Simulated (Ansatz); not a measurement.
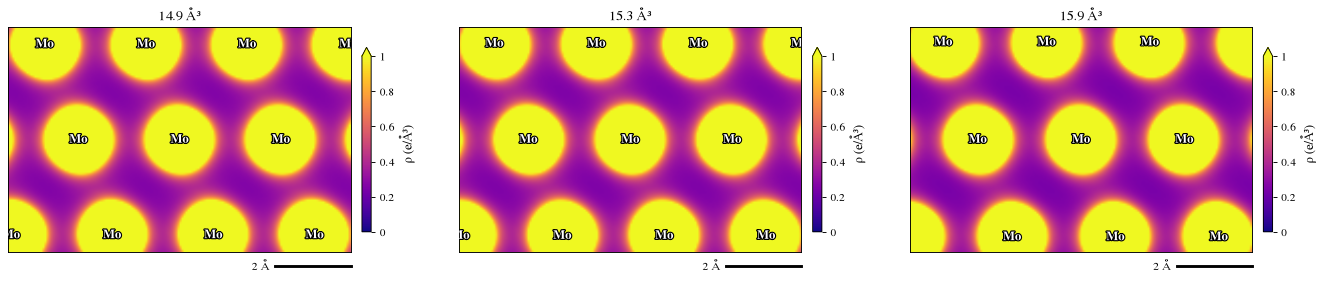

Mo. The valence pseudo-density of cells scaled evenly to different volumes (given per atom above each panel), on the (001) plane of each (indices in the axes of the cell below), at one length scale and on one colour scale.

A structure from a database of computed crystals, not necessarily the ambient phase.

Level of theory: Kohn-Sham DFT of a periodic cell, PBEsol, Ansatz PAW (Ansatz 0.2.0).

The density is the valence pseudo-density of a PAW calculation; it isn't the true density close to the nuclei.

The largest cell:

```xyz
1
Lattice="-1.6149 1.6149 1.6149 1.6149 -1.6149 1.6149 1.6149 1.6149 -1.6149" Properties=species:S:1:pos:R:3 pbc="T T T"
Mo    0.0000    0.0000    0.0000
```

| volume (Å³/atom) | Mo–Mo contact in the plane (Å) | ρ at its midpoint (e/Å³) | pressure (GPa) | 
| --- | --- | --- | --- |
| 14.94 | 2.687 | 0.401 | 7.5 | 
| 15.26 | 2.706 | 0.389 | 1.2 | 
| 15.57 | 2.725 | ? | ? | 
| 15.89 | 2.743 | 0.368 | −9.6 | 
| 16.85 | 2.797 | 0.339 | −21.9 | 

Q: What values belong in the row with question marks?

A: Over the known rows ln ρ falls by 1.52 per Å of Mo–Mo distance (a least-squares line), which gives 0.378 e/Å³ at 2.725 Å; the calculation gives 0.378 e/Å³. For the pressure, a straight line in volume between the neighbouring rows gives −4.1 GPa; the calculation gives −4.5, lower because pressure rises ever faster on compression.
